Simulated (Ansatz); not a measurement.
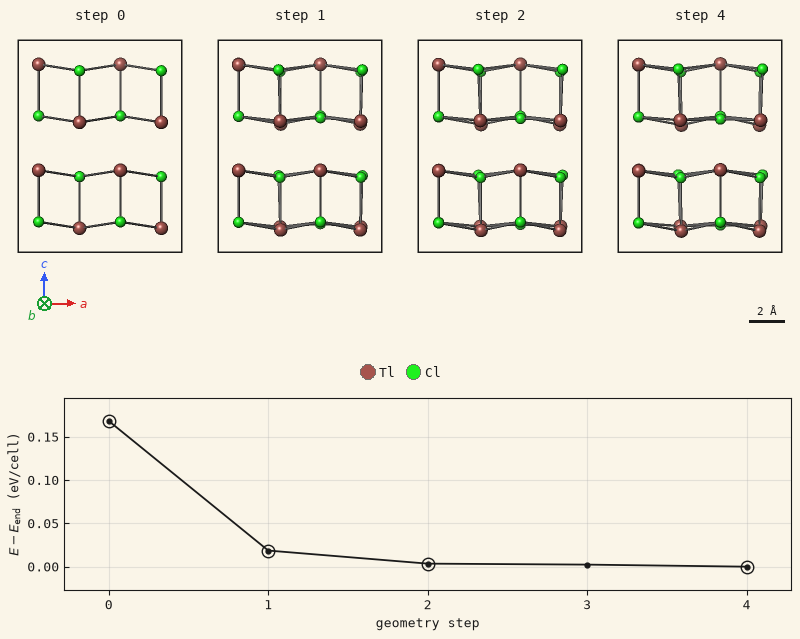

Frames of a relaxation of a defect cell of composition Tl11Cl12 (cell charge −1), marked on the history of the run. A ball-and-stick model of the conventional cell (2 times the calculation's cell), seen along the b axis. Lengths and directions refer to the drawn axes.

Level of theory: DFT, PBE, plane-wave PAW, default files, scalar-relativistic (Ansatz).

Input
```yaml
crystal:
  lattice:
    - [6.4070644404, -6.1110168906, 0.0]
    - [0.0, 12.2220337812, 0.0]
    - [0.0, 0.0, 9.43413778]
  atoms:
    - { symbol: Tl, position: [0.3333333333, 0.2798116867, 0.875] }
    - { symbol: Tl, position: [0.6666666667, 0.9464783533, 0.375] }
    - { symbol: Tl, position: [0.6666666667, 0.9464783533, 0.875] }
    - { symbol: Tl, position: [0.0, 0.61314502, 0.375] }
    - { symbol: Tl, position: [0.0, 0.61314502, 0.875] }
    - { symbol: Tl, position: [0.3333333333, 0.0535216467, 0.125] }
    - { symbol: Tl, position: [0.3333333333, 0.0535216467, 0.625] }
    - { symbol: Tl, position: [0.6666666667, 0.7201883133, 0.125] }
    - { symbol: Tl, position: [0.6666666667, 0.7201883133, 0.625] }
    - { symbol: Tl, position: [0.0, 0.38685498, 0.125] }
    - { symbol: Tl, position: [0.0, 0.38685498, 0.625] }
    - { symbol: Cl, position: [0.3333333333, 0.8101622767, 0.125] }
    - { symbol: Cl, position: [0.3333333333, 0.8101622767, 0.625] }
    - { symbol: Cl, position: [0.6666666667, 0.4768289433, 0.125] }
    - { symbol: Cl, position: [0.6666666667, 0.4768289433, 0.625] }
    - { symbol: Cl, position: [0.0, 0.14349561, 0.125] }
    - { symbol: Cl, position: [0.0, 0.14349561, 0.625] }
    - { symbol: Cl, position: [0.3333333333, 0.5231710567, 0.375] }
    - { symbol: Cl, position: [0.3333333333, 0.5231710567, 0.875] }
    - { symbol: Cl, position: [0.6666666667, 0.1898377233, 0.375] }
    - { symbol: Cl, position: [0.6666666667, 0.1898377233, 0.875] }
    - { symbol: Cl, position: [0.0, 0.85650439, 0.375] }
    - { symbol: Cl, position: [0.0, 0.85650439, 0.875] }
total_charge: -1
kpoints:
  mp_grid: { grid: [3, 3, 2] }
scf:
  occupations: { method: fermi_dirac, width: 0.01 }
hamiltonian:
  xc: pbe
  pseudopotentials: { kind: paw }
output:
  forces: true
  stress: true
  populations: true
  efg:
    quadrupole_moments_barn: { Cl: -0.08112 }
    contact_densities: true
relax:
  f_tol: 0.03
  max_steps: 40
```

Command:
```bash
ansatz run input.yaml --threads 1 --pin off --max-ram 3072MiB --backend cpu --events-out ev --progress --plain --runs-dir out
```

Question: What happens along the run?

Answer: After 4 geometry steps the energy has fallen by 0.168 eV per cell of the calculation. Largest force component: 0.24 eV/Å at the start, 0.011 eV/Å at the end. The largest moves, 0.19 Å, are those of Tl6 and Tl7. Tl6 goes along [−1 0 −1]. By element the largest moves are Tl 0.19 Å, Cl 0.19 Å. The lattice vectors keep their values. Among the contacts that change: Tl6–Cl12 2.974 → 3.075 Å, Tl6–Cl21 3.203 → 3.275 Å, Tl10–Cl18 3.203 → 3.133 Å, Tl10–Cl21 3.203 → 3.256 Å. Cost: 6.2 min on 1 thread of Arm Neoverse V2 (shared host), peak memory 1.5 GiB. From step 0 to 1: Tl atoms move most (0.11 Å), energy −0.150 eV per cell of the calculation. From step 1 to 2: Cl18 moves most (0.04 Å), energy −15.1 meV per cell of the calculation. From step 2 to 4: Tl atoms move most (0.04 Å), energy −3.5 meV per cell of the calculation.

Limits of the set-up: the cell is charged, on a uniform background, and energies carry no finite-size correction.
